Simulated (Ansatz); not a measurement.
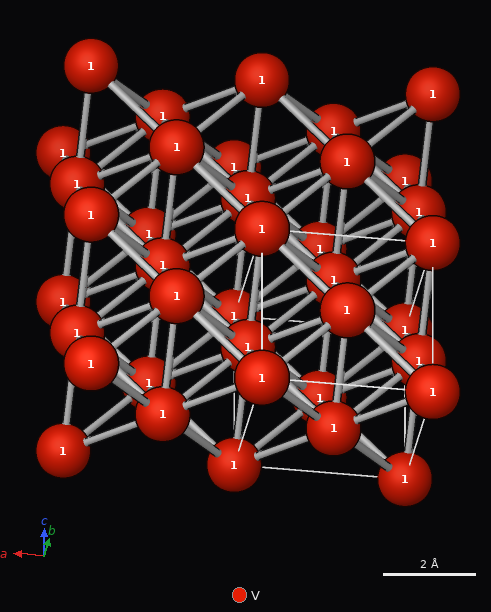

This is solid V (set up in Fm-3m). A ball-and-stick model of the conventional cell (4 times the calculation's cell), repeated 2 × 1 × 2 with one cell outlined, seen from a free direction. Lengths and directions refer to the drawn axes.

These are results of Ansatz, DFT, PBE, all-electron PAW with datasets made for the crystal, scalar-relativistic, not measurements. Set-up: plane-wave cutoff 260 eV; k-point mesh 16 × 16 × 16; occupations fermi dirac; smearing width 0.05 eV; collinear spin.

The variant: All lengths are scaled by +1.6 % (volume +5.0 %), the atoms keeping their fractional coordinates. No relaxation follows.

Question: What does the calculation give for the changed structure?

Answer: Energy change: +2.4 meV per atom. Pressure: 3.9 GPa before, −4.6 GPa after. All forces vanish by symmetry. Near-neighbour distances before and after: V–V 2.680 → 2.724 Å. The space group stays Fm-3m (No. 225).

The changed structure in the same view:

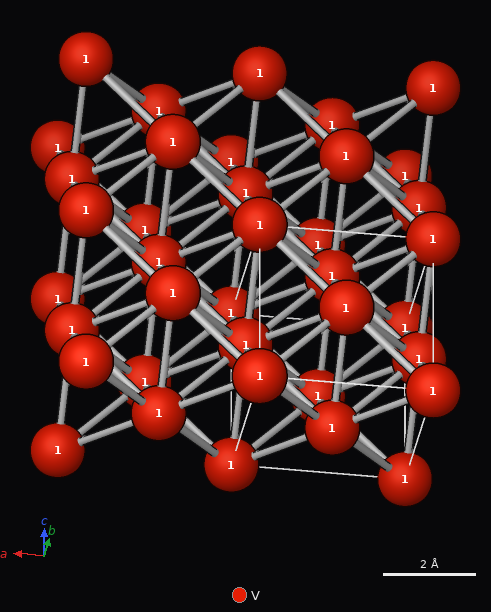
